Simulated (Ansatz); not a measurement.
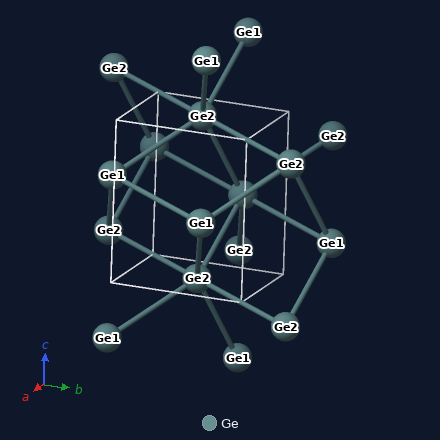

The system is Ge (I4_1/amd, No. 141; 2 atoms in the cell); the picture shows the reference structure. The cell is strained homogeneously, by one strain along x and y and another along z, with fractional coordinates fixed (x along [1 0 0], z along [0 0 1] of the conventional cell). Coordinates scanned: (1) strain along x and y; (2) strain along z. Grid: 5 × 5 points. Points are written as (first, second). Energies are in meV/atom, from the lowest grid point. The reference cell is the one listed in the database, not relaxed at this level. All numbers below come from DFT PBEsol, scalar-relativistic, plane waves, PAW (Ansatz). Settings: cutoff 420 eV, k-mesh 20×20×20, gaussian smearing 0.15 eV, no spin polarisation.

Its coordinates:

```
CELL_PARAMETERS angstrom
-2.57449 2.57449 1.39741
2.57449 -2.57449 1.39741
2.57449 2.57449 -1.39741
ATOMIC_POSITIONS crystal
Ge 0.25000 0.75000 0.50000
Ge 0.50000 0.50000 0.00000
```

Range: strain along x and y from −5.0 to 5.0 %; strain along z from −5.0 to 5.0 %.

**What will the energy surface look like?**

The lowest grid point is at (0.0 %, 0.0 %). No other kind of well shows on this grid. The highest grid point, (−5.0 %, −5.0 %), lies 107 meV/atom above the lowest. Round the minimum the valley is somewhat tilted: raising strain along x and y shifts the best value of strain along z downwards (coupling k₁₂/√(k₁₁k₂₂) about 0.5).

```
strain along z ↓, strain along x and y →  −5.0  −2.5  0.0  2.5  5.0
                                     5.0    32     8   15   47   96
                                     2.5    36     4    4   29   72
                                     0.0    48     8    0   17   55
                                    −2.5    71    21    4   15   47
                                    −5.0   107    46   21   25   50
```

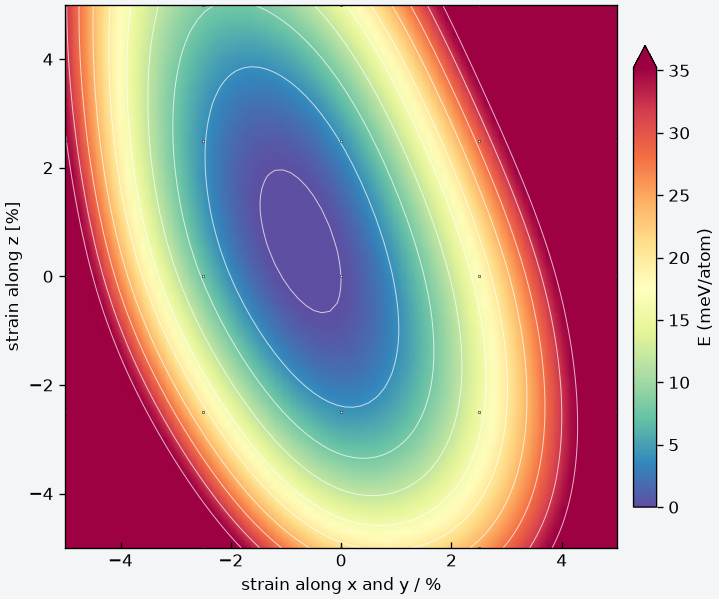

In the figure: a smooth colour map with a few white contour lines, dots at the grid points, one colour for all values above the top of the scale. Between grid points the surface is interpolated.
